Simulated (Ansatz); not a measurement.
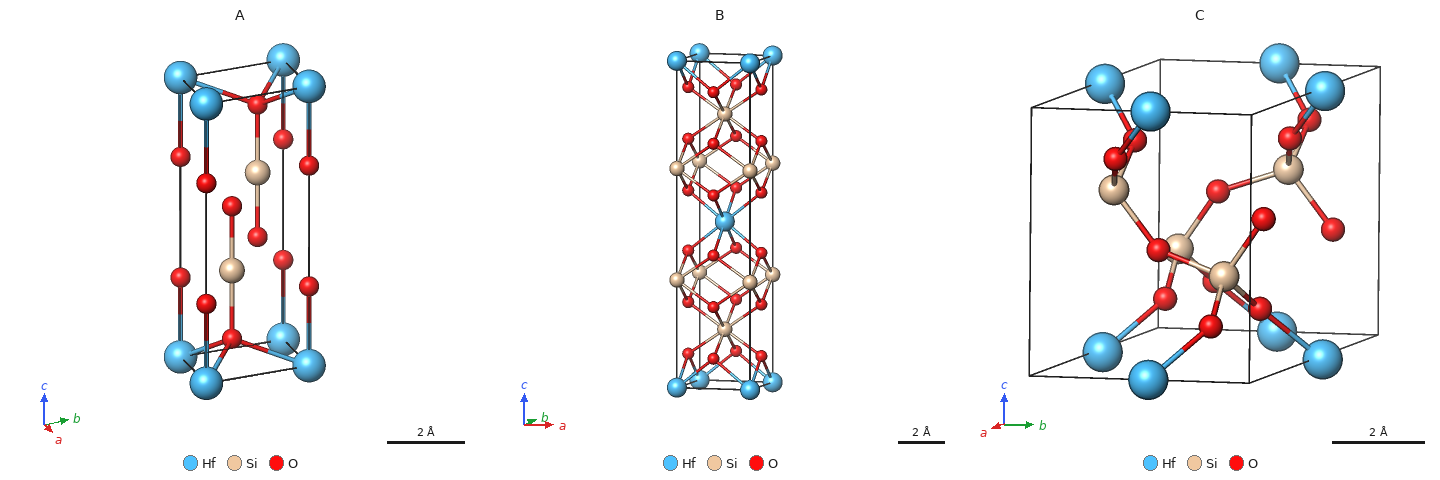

Three structures of HfSi₂O₆, each relaxed to rest (conventional cells in solid outline, small ones repeated, each panel with its own scale). Method: Ansatz, DFT PBE, scalar-relativistic, plane waves, PAW, without spin polarisation.

What are the structures shown?

Answer. A: 9 atoms a cell on a primitive hexagonal lattice, P-3m1; B: 18 atoms a cell on a body-centred tetragonal lattice, I4/mmm; C: 18 atoms a cell on a base-centred monoclinic lattice, C2.

Which of these is lowest in energy, and how far above it do the others lie?

Answer. C, then A (+839 meV/atom) and B (+946 meV/atom), energies at zero smearing.

Collect the results in a table.

Answer.
| panel | structure | E − E(lowest) (meV/atom) | volume (Å³/atom) | gap (eV) |
| --- | --- | --- | --- | --- |
| C | C2 | 0 | 16.2 | 5.03 |
| A | P-3m1 | 839 | 9.1 | 1.90 |
| B | I4/mmm | 946 | 9.1 | 0.38 |

Some of these may be structure types tried for this composition rather than known phases, and the most stable form need not be among them. Gaps are taken on the k-mesh or band path of each run.
